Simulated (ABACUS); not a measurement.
PbS: band-structure run (part 2 of 2)

The same run, continued: PbS (Fm-3m, 2 atoms in the cell); Kohn-Sham DFT of a periodic cell, PBEsol, PseudoDojo NC SR 0.4.1 PBEsol standard, no spin polarisation (ABACUS 3.10.1); cutoff 857.16 eV, 6×6×6 k-mesh, fermi-dirac of 0.05 eV. The structure derives from an entry of the Crystallography Open Database.

Geometry of the input (Å; fractional positions):
```
4.1942  0.0000  0.0000
2.0971  3.6323  0.0000
2.0971  1.2108  3.4246
Pb 0.0000  0.0000  0.0000
S  0.5000  0.5000  0.5000
```

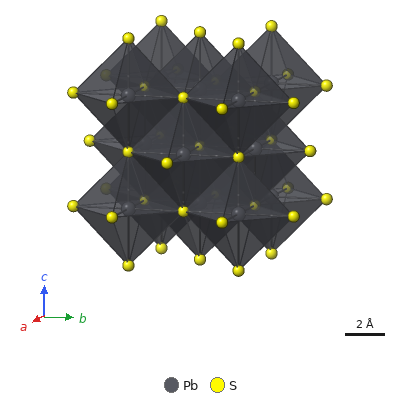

Figure 1. The structure (polyhedral view of the cell 4 times as large as that of the calculation, set on its symmetry axes, seen slightly off an axis; polyhedra are completed across the faces of the cell).

### The program's output, continued
```
----------------------------------------------------------
     Energy           Rydberg                 eV
----------------------------------------------------------
 E_KohnSham     -162.6155982405      -2212.4987197495
 E_Harris       -163.2059138596      -2220.5303757878
 E_Fermi        0.6171100939         8.3962135698
----------------------------------------------------------

 PW ALGORITHM --------------- ION=   1  ELEC=   2--------------------------------

 Density error is 0.0300054143796
                          Error Threshold = 0.000550727087303
----------------------------------------------------------
     Energy           Rydberg                 eV
----------------------------------------------------------
 E_KohnSham     -162.6457889440      -2212.9094853435
 E_Harris       -162.4710210222      -2210.5316457795
 E_Fermi        0.6492440067         8.8334178836
----------------------------------------------------------

 PW ALGORITHM --------------- ION=   1  ELEC=   3--------------------------------

 Density error is 0.000608603769728
                          Error Threshold = 0.000150027071898
----------------------------------------------------------
     Energy           Rydberg                 eV
----------------------------------------------------------
 E_KohnSham     -162.6520399587      -2212.9945347616
 E_Harris       -162.6709516370      -2213.2518413454
 E_Fermi        0.6375988542         8.6749774549
----------------------------------------------------------

 PW ALGORITHM --------------- ION=   1  ELEC=   4--------------------------------

 Density error is 1.24866932932e-05
                          Error Threshold = 3.04301884864e-06
----------------------------------------------------------
     Energy           Rydberg                 eV
----------------------------------------------------------
 E_KohnSham     -162.6521089896      -2212.9954739752
 E_Harris       -162.6467743242      -2212.9228921294
 E_Fermi        0.6392398701         8.6973046215
----------------------------------------------------------

 PW ALGORITHM --------------- ION=   1  ELEC=   5--------------------------------

 Density error is 5.32673491922e-07
                          Error Threshold = 6.24334664661e-08
----------------------------------------------------------
     Energy           Rydberg                 eV
----------------------------------------------------------
 E_KohnSham     -162.6521114444      -2212.9955073742
 E_Harris       -162.6509530276      -2212.9797463052
 E_Fermi        0.6391525389         8.6961164196
----------------------------------------------------------

 PW ALGORITHM --------------- ION=   1  ELEC=   6--------------------------------

 Density error is 7.32330841722e-08
                          Error Threshold = 2.66336745961e-09
----------------------------------------------------------
     Energy           Rydberg                 eV
----------------------------------------------------------
 E_KohnSham     -162.6521115380      -2212.9955086483
 E_Harris       -162.6510048743      -2212.9804517169
 E_Fermi        0.6392479442         8.6974144765
----------------------------------------------------------

 PW ALGORITHM --------------- ION=   1  ELEC=   7--------------------------------

 Density error is 2.69913025283e-08
                          Error Threshold = 3.66165420861e-10
----------------------------------------------------------
     Energy           Rydberg                 eV
----------------------------------------------------------
 E_KohnSham     -162.6521115329      -2212.9955085783
 E_Harris       -162.6520780063      -2212.9950524264
 E_Fermi        0.6392522122         8.6974725454
----------------------------------------------------------

 PW ALGORITHM --------------- ION=   1  ELEC=   8--------------------------------

 Density error is 3.20427491384e-09
                          Error Threshold = 1.34956512641e-10
----------------------------------------------------------
     Energy           Rydberg                 eV
----------------------------------------------------------
 E_KohnSham     -162.6521115373      -2212.9955086388
 E_KS(sigma->0) -162.6520779416      -2212.9950515458
 E_Harris       -162.6521661887      -2212.9962522096
 E_band         -3.8223274852        -52.0054334208
 E_one_elec     -35.9160231363       -488.6625641540
 E_Hartree      30.3975409130        413.5797616047
 E_xc           -45.9039180788       -624.5548463964
 E_Ewald        -111.2296440438      -1513.3569455069
 E_entropy(-TS) -0.0000671914        -0.0009141861
 E_descf        0.0000000000         0.0000000000
 E_exx          0.0000000000         0.0000000000
 E_Fermi        0.6392666002         8.6976683036
----------------------------------------------------------

 charge density convergence is achieved
 final etot is -2212.9955086 eV
 EFERMI = 8.6976683036 eV
The vacuum level is 7.3114400341 eV

 STATE ENERGY(eV) AND OCCUPATIONS    NSPIN == 1
 1/16 kpoint (Cartesian) = 0.0000 0.0000 0.0000 (745 pws)
       1       -8.16455     0.00925926
       2       -8.16455     0.00925926
       3       -8.16455     0.00925926
       4       -8.15059     0.00925926
       5       -8.15059     0.00925926
       6       -5.03202     0.00925926
       7        2.50787     0.00925926
       8        6.40929     0.00925926
       9        6.40929     0.00925926
      10        6.40929     0.00925926
      11        13.7314    1.75369e-46
      12        13.7314    1.75369e-46
      13        13.7314    1.75369e-46
      14        15.1859    4.07676e-59
      15        15.1859    4.07676e-59
      16        15.1859    4.07676e-59
      17        17.1271    5.61936e-76
      18        17.5769    6.95508e-80
      19        17.5769    6.95508e-80
      20        17.6809    8.68729e-81

 2/16 kpoint (Cartesian) = 0.039737 0.022942 0.016223 (744 pws)
       1       -8.16343      0.0740741
       2       -8.16323      0.0740741
       3       -8.16323      0.0740741
       4       -8.14809      0.0740741
       5       -8.14809      0.0740741
       6       -4.79543      0.0740741
       7        1.75898      0.0740741
       8        6.48135      0.0740741
       9        6.48135      0.0740741
      10        6.94767      0.0740741
      11        11.9098    9.32916e-30
      12        12.5253    4.20391e-35
      13        12.5253    4.20391e-35
      14        15.1244    1.11711e-57
      15        15.8010    1.48267e-63
      16        15.8010    1.48267e-63
      17        18.9729        0.00000
      18        19.2092        0.00000
      19        19.2092        0.00000
      20        19.7691        0.00000

 3/16 kpoint (Cartesian) = 0.079475 0.045885 0.032445 (757 pws)
       1       -8.17706      0.0740741
       2       -8.17706      0.0740741
       3       -8.16204      0.0740741
       4       -8.12647      0.0740741
       5       -8.12647      0.0740741
       6       -4.19287      0.0740741
       7       0.407074      0.0740741
       8        6.66964      0.0740741
       9        6.66964      0.0740741
      10        7.81443      0.0740741
      11        9.96582    7.15530e-13
      12        11.0608    2.20673e-22
      13        11.0608    2.20673e-22
      14        15.8069    1.31810e-63
      15        17.2300    5.73282e-76
      16        17.2300    5.73282e-76
      17        20.7131        0.00000
      18        22.0852        0.00000
      19        22.0852        0.00000
      20        22.6692        0.00000

 4/16 kpoint (Cartesian) = 0.11921 0.068827 0.048668 (751 pws)
       1       -8.18464      0.0370370
       2       -8.18464      0.0370370
       3       -8.16171      0.0370370
       4       -8.11492      0.0370370
       5       -8.11492      0.0370370
       6       -3.76571      0.0370370
       7      -0.324501      0.0370370
       8        6.79706      0.0370370
       9        6.79706      0.0370370
      10        8.56629      0.0345412
      11        8.82905     0.00249582
      12        10.4630    1.71817e-17
      13        10.4630    1.71817e-17
      14        17.0667    7.52340e-75
      15        18.6606    1.07516e-88
      16        18.6606    1.07516e-88
      17        19.0538        0.00000
      18        20.9889        0.00000
      19        20.9889        0.00000
      20        24.4384        0.00000

 5/16 kpoint (Cartesian) = 0.039737 0.022942 -0.032445 (745 pws)
       1       -8.17495      0.0555556
       2       -8.17115      0.0555556
       3       -8.14953      0.0555556
       4       -8.14953      0.0555556
       5       -8.14398      0.0555556
       6       -4.70995      0.0555556
       7        1.74111      0.0555556
       8        6.06237      0.0555556
       9        6.06237      0.0555556
      10        7.48490      0.0555556
      11        10.8344    1.53160e-20
      12        13.3401    2.63574e-42
      13        13.3401    2.63574e-42
      14        13.8550    8.88932e-47
      15        17.0092    3.56431e-74
      16        17.0092    3.56431e-74
      17        17.8955    7.13563e-82
      18        18.0435    3.69537e-83
      19        19.3507        0.00000
      20        21.8492        0.00000

 6/16 kpoint (Cartesian) = 0.079475 0.045885 -0.016223 (749 pws)
       1       -8.20176       0.222222
       2       -8.16955       0.222222
       3       -8.15542       0.222222
       4       -8.13598       0.222222
       5       -8.12311       0.222222
       6       -4.21333       0.222222
       7       0.880470       0.222222
       8        5.93748       0.222222
       9        5.97486       0.222222
      10        7.12994       0.222222
      11        10.5425    2.10241e-17
      12        12.2726    1.97411e-32
      13        12.5754    4.62495e-35
      14        14.3447    1.98461e-50
      15        17.6928    1.64610e-79
      16        18.1209    3.14660e-83
      17        19.9133        0.00000
      18        19.9257        0.00000
      19        22.0573        0.00000
      20        22.8999        0.00000

[... levels at 10 further k points ...]

------------------------------------------------------------------------------------------
 TOTAL-FORCE (eV/Angstrom)
------------------------------------------------------------------------------------------
                       Pb1         0.0000000000         0.0000000000         0.0000000000
                        S1         0.0000000000         0.0000000000         0.0000000000
------------------------------------------------------------------------------------------

----------------------------------------------------------------
 TOTAL-STRESS (KBAR)
----------------------------------------------------------------
        -8.7482654941         0.0000000000         0.0000000000
         0.0000000000        -8.7482654939        -0.0000000000
         0.0000000000        -0.0000000000        -8.7482654939
----------------------------------------------------------------
 TOTAL-PRESSURE: -8.748265 KBAR

 --------------------------------------------
 !FINAL_ETOT_IS -2212.9955086388308700 eV
 --------------------------------------------
```

### Standard output
```
ABACUS
v3.10.1

               Atomic-orbital Based Ab-initio Computation at UStc

%%%%%%%%%%%%%%%%%%%%%%%%%%%%%%%%%%%%%%%%%%%%%%%%%%%%%%%%%%%%%%%%%%%%%%%%%%%%%%%%%%%%%%%%%%%%%%%%%%%%%%%%%
 Warning: the number of valence electrons in pseudopotential > 4 for Pb: [Xe] 4f14 5d10 6s2 6p2
 Pseudopotentials with additional electrons can yield (more) accurate outcomes, but may be less efficient.
 If you're confident that your chosen pseudopotential is appropriate, you can safely ignore this warning.
%%%%%%%%%%%%%%%%%%%%%%%%%%%%%%%%%%%%%%%%%%%%%%%%%%%%%%%%%%%%%%%%%%%%%%%%%%%%%%%%%%%%%%%%%%%%%%%%%%%%%%%%%

 UNIFORM GRID DIM        : 45 * 45 * 45
 UNIFORM GRID DIM(BIG)   : 45 * 45 * 45
 ---------------------------------------------------------
 Self-consistent calculations for electrons
 ---------------------------------------------------------
 SPIN    KPOINTS         PROCESSORS  THREADS
 1       16              4           4
 ---------------------------------------------------------
 Use plane wave basis
 ---------------------------------------------------------
 ELEMENT NATOM       XC
 Pb      1
 S       1
 ---------------------------------------------------------
 Initial plane wave basis and FFT box
 ---------------------------------------------------------
 -------------------------------------------
 SELF-CONSISTENT :
 -------------------------------------------
 START CHARGE      : atomic
 ITER       ETOT/eV          EDIFF/eV         DRHO     TIME/s
 DA1     -2.21249872e+03   0.00000000e+00   1.1015e-01   1.12
 DA2     -2.21290949e+03  -4.10765594e-01   3.0005e-02   0.54
 DA3     -2.21299453e+03  -8.50494181e-02   6.0860e-04   0.49
 DA4     -2.21299547e+03  -9.39213626e-04   1.2487e-05   0.52
 DA5     -2.21299551e+03  -3.33989610e-05   5.3267e-07   0.59
 DA6     -2.21299551e+03  -1.27407290e-06   7.3233e-08   0.62
 DA7     -2.21299551e+03   6.99879387e-08   2.6991e-08   0.46
 DA8     -2.21299551e+03  -6.05567808e-08   3.2043e-09   0.50
----------------------------------------------------------------
 TOTAL-STRESS (KBAR)
----------------------------------------------------------------
        -8.7482654941         0.0000000000         0.0000000000
         0.0000000000        -8.7482654939        -0.0000000000
         0.0000000000        -0.0000000000        -8.7482654939
----------------------------------------------------------------
 TOTAL-PRESSURE: -8.748265 KBAR
```

### Results in brief

| quantity | value |
| --- | --- |
| outcome | converged |
| space group (tolerance 0.01 Å) | Fm-3m (225) |
| electrons treated | 20 |
| free energy | −2212.9955 eV |
| Fermi energy of the self-consistent step | 8.698 eV |
| gap on the k-point mesh | 0.26 eV |
| pressure | −0.87 GPa |
| largest force (length of the vector) | under 0.001 eV/Å |
| wall time | 6.1 s (CPU time 23 s) |
| peak memory | 0.36 GiB |

### Notes

Spin–orbit coupling is left out, which matters for Pb.
